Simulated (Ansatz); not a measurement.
**Single-point calculation, with input and output: Al**

System: Al (I4/mmm, 1 atom in the cell).
Method: DFT r2SCAN, scalar-relativistic, plane waves, PAW, no spin polarisation (Ansatz 0.2.0).

The structure derives from an entry of the Crystallography Open Database. It belongs to a series of runs on one base structure; here: ratio of the length along z to the lengths across it x 0.65, volume and fractional coordinates fixed.

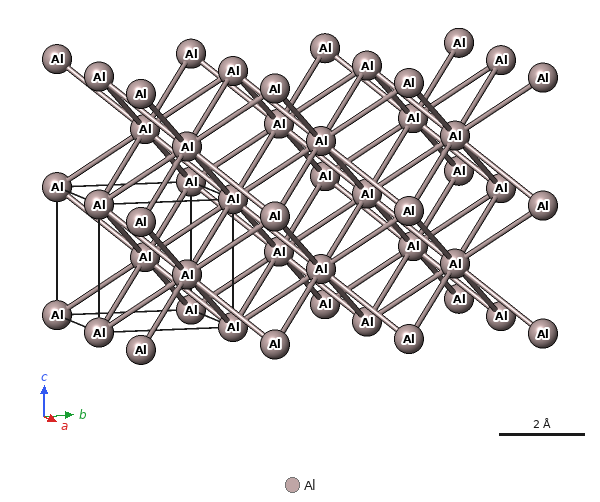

Figure 1. The structure as given in the input (ball-and-stick view of the cell 2 times as large as that of the calculation, set on its symmetry axes, repeated 2 × 3 × 2, seen slightly off an axis).

Input:
```yaml
crystal:
  lattice:
    - [0.0, 2.3365142344, 1.5187342523]
    - [2.3365142344, 0.0, 1.5187342523]
    - [2.3365142344, 2.3365142344, 0.0]
  atoms:
    - { symbol: Al, position: [0.0, 0.0, 0.0] }
basis:
  ecutwfc: 500
kpoints:
  mp_grid: { grid: [22, 22, 22] }
hamiltonian:
  xc: r2scan
scf:
  occupations: { method: gaussian, width: 0.15 }
output:
  forces: true
  stress: true
  eigenvalues: true
  write_density: true
  write_potential: true
  elf: true
  volumetric_format: npy
```

Run as:
```bash
ansatz run input.yaml --threads 1 --pin off --max-ram 2560MiB --backend cpu --events-out ev --progress --plain --runs-dir out
```

Log:
```
Engine: ansatz 0.2.0, x86_64-unknown-linux-gnu
Pseudopotentials: kind: paw
Pseudopotential: Al, paw, valence charge 3, recommended cutoff 500 eV (meta_gga), Al.paw.azcp
Functional definition: r2SCAN
  parameter k0 = 0.174
  parameter k1 = 0.065
  parameter a1 = 4.9479
  exchange = r2scan_x(k0 = k0, k1 = k1, a1 = a1)
  correlation = r2scan_c
Crystal: 1 atoms, lattice volume = 16.582 Å³
Basis set: ecut = 500 eV, 417 PW (Γ), exchange–correlation on 96×96×100 points (64 copies of the dense FFT grid, shifted against one another)
Bands: 6, of which v1, the nominal top of the filled ones, is band 2 counted from 1 (1 counted from 0)
Symmetry: 16 space group operations
Space group: I4/mmm (ITA 139), of the structure as read, at distance tolerance 2.6e-5 Å
k-points: 834 of 10648
Non-local potential: Al, projectors of the file, l = 0: 2, l = 1: 2, l = 2: 1
PAW form: soft (Blöchl's): semilocal exchange-correlation on the pseudo side does not see the compensation charge
PAW frozen core: Al, regenerated for the run's functional (the file was generated under x = pbe(κ = 0.804, μ = 0.2195149727645171), c = pbe(β = 0.06672455060314922))
PAW one-centre angular grid: Al, 302 points (default); XC on 160 Gauss nodes
Initial density: superposition of atomic densities (neutral atoms: chi_scale 0, normalization atom), corrected by the library's trained network
Initial wavefunctions: pseudopotential atomic-orbital guess
Functional: x = r2scan, c = r2scan; τ floored in thin density (d = 2e-4 eV/Å³)
SCF iter   1: F=—  HF=-540.298330 eV  |F-HF|=—  |Δ(HF+E_count)|=         —  Δρ=4.10e-3  dr2=3.17e-3  dr2_τ=3.91e-3  ethr=1.77e-3  ⟨swp⟩=4.5  Hψ=43335  notcnv=0
preconditioner: auto → none  [metal: Δε(μ)=0.008 eV  Ē_g=14.089 eV  σ=0.150 eV  W_gap=0.03  n_scr=0 (ndim 8)  ℏωp=15.8 eV  f_vac=0.000  D(μ)=0.41/eV (n_scr^D=0)]
SCF iter   2: F=—  HF=-540.305139 eV  |F-HF|=—  |Δ(HF+E_count)|=   6.81e-3  Δρ=2.76e-3  dr2=1.42e-3  dr2_τ=2.70e-6  ethr=1.06e-4  ⟨swp⟩=2.1  Hψ=12969  notcnv=0  defer=13
SCF iter   3: F=—  HF=-540.304936 eV  |F-HF|=—  |Δ(HF+E_count)|=   2.03e-4  Δρ=1.34e-3  dr2=3.23e-4  dr2_τ=3.90e-7  ethr=4.72e-5  ⟨swp⟩=1.0  Hψ=4679  notcnv=0  defer=14
SCF iter   4: F=—  HF=-540.304898 eV  |F-HF|=—  |Δ(HF+E_count)|=   3.79e-5  Δρ=4.67e-4  dr2=3.82e-5  dr2_τ=2.83e-8  ethr=1.08e-5  ⟨swp⟩=1.0  Hψ=4679  notcnv=0  defer=14
SCF iter   5: F=—  HF=-540.304895 eV  |F-HF|=—  |Δ(HF+E_count)|=   3.43e-6  Δρ=9.14e-5  dr2=1.44e-6  dr2_τ=9.21e-10  ethr=1.27e-6  ⟨swp⟩=1.0  Hψ=4679  notcnv=0  defer=14
SCF iter   6: F=-540.304895 eV  HF=-540.304895 eV  |F-HF|=5.62e-10  |Δ(HF+E_count)|=   7.96e-8  Δρ=9.48e-6  dr2=1.52e-8  dr2_τ=1.09e-11  ethr=3.33e-9  ⟨swp⟩=6.5  Hψ=22212  notcnv=0
SCF 1 converged in 6 iterations: F = -540.304895 eV  dr2 = 1.52e-8
  greatest PAW one-centre occupation: 0.448 electrons in one spin orbital (limit 2), on the Al atom at site 0 (counted from 0), in its partial waves of l = 0
```

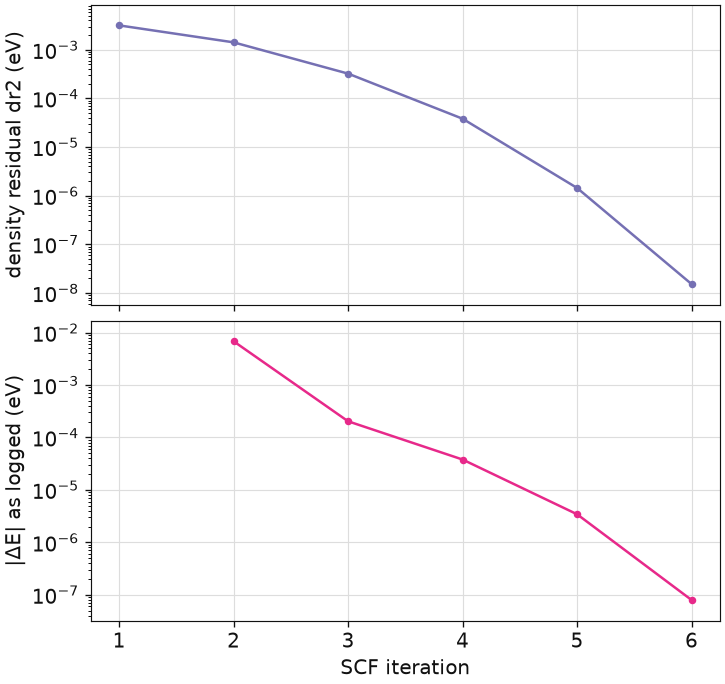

Figure 2. Convergence of the self-consistent field: density residual dr2 and size of the energy change against the SCF iteration. The residual falls at every step.

```
SCF converged after 6 iterations
Free energy (F): -540.304895 eV
Harris-Foulkes:  -540.304895 eV  (|F-HF|=5.62e-10)
Internal energy: -540.300300 eV  (E = F + TS)
E sigma→0 (E₀):  -540.302598 eV
Entropy (-TS):   -0.004595 eV (-4.595 meV/atom)
Fermi energy:    7.919280 eV
--- Per-component energies (eV) ---
  E_band       = 9.725114
  E_kinetic    = 22.828947
  E_local      = 10.221014  (includes V_loc(G=0)·N_el)
  E_nonlocal   = 9.676654
  E_hartree    = 0.082510
  E_xc         = -36.615612
  E_vxc        = -31.047711  (∫ρ·V_xc dr)
  E_paw        = -473.050305  (= ΣΔE_a)
  E_vpaw       = -3.359418  (= ΣTr[D̂ρ^β])
  E_aug_tail   = -0.000001  (compensation charges beyond the density's cutoff)
  E_vtau       = 1.240605  (kinetic-family band-sum trace: ∫τ·v_τ [+ j·A + Jᵃ·Aᵃ] dr)
  E_ewald      = -73.383400
  E_core_change = -0.060108  (= ΣΔE_core)
  E_smearing   = -0.004595  (= −TS)
  E_closure    = -0.000000  (closes the sum)
  Σ components = -540.304895   (vs F -540.304895, Δ=0.00e0)
--- Forces (eV/Å), atoms counted from 1 ---
  atom   1  Al     0.00000000    -0.00000000    -0.00000000
  max |Σ_I F_I| component: 5.78e-34 eV/Å
--- Stress (GPa, compression-positive) ---
       -1.087931       0.000000       0.000000
        0.000000      -1.087931      -0.000000
        0.000000       0.000000      -3.221696
  P = ⅓ Tr σ = -1.7992 GPa (-17.992 kbar)
--- Band table (eV; the first three rows and the last of 834) ---
  k-point 0: bands = ["-3.8910", "20.5597", "22.7154", "22.7154", "23.0924", "23.0924"]
  k-point 1: bands = ["-3.8259", "20.2107", "21.8459", "22.2345", "22.6042", "23.6875"]
  k-point 2: bands = ["-3.6310", "19.5087", "20.0926", "21.4085", "21.7543", "24.1520"]
  k-point 833: bands = ["9.1261", "9.1261", "10.4344", "10.9036", "11.7103", "14.9205"]
```

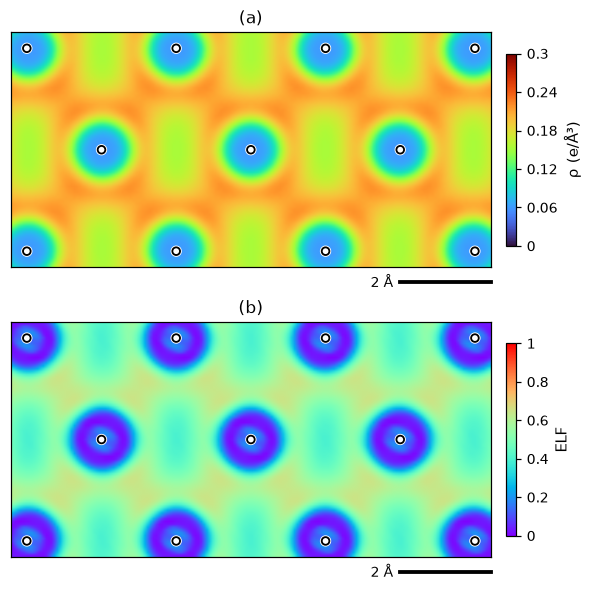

Figure 3. (a) valence charge density (pseudo); (b) electron localisation function on the (101) plane of the conventional cell. Circles mark the nuclei in the plane (Al). Al–Al (2.79 Å): the density is about 0.21 e/Å³ at the midpoint; the ELF peaks at about 0.65 between the atoms. Away from the nuclei the density in this plane falls to 0.15 e/Å³ at its lowest. In a PAW calculation such maps are meaningful between the atoms, not at the nuclei.

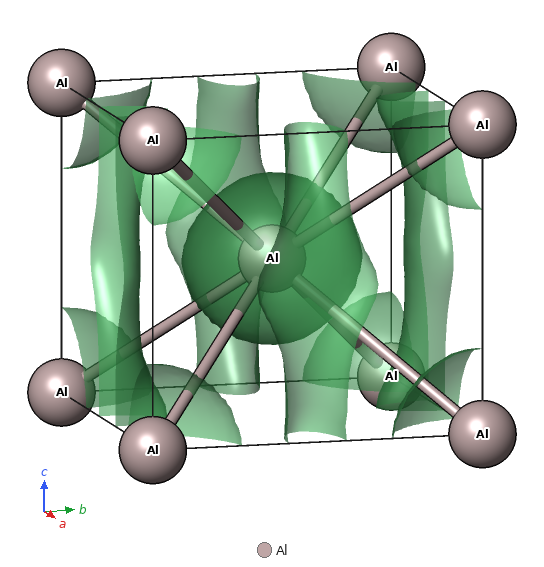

Figure 4. Isosurface of the ELF at 0.45 (green), seen slightly off an axis. Core shells and regions of very low density are left out. Sticks mark near contacts. The outline is the cell set on symmetry axes. Profiles from the grid: Al–Al (2.79 Å): the ELF peaks at about 0.65 between the atoms.

Summary:

```tsv
quantity	value
outcome	converged
space group (tolerance 0.01 Å)	I4/mmm (139)
electrons treated	3
free energy	−540.3049 eV
Fermi energy	7.919 eV
gap on the k-point mesh	none (metallic)
pressure	−1.80 GPa
largest force (length of the vector)	under 0.001 eV/Å
hardware	1 thread of AMD EPYC (Zen 3), 32 GiB of memory available, shared host
wall time	22 s
peak memory	0.5 GiB
```
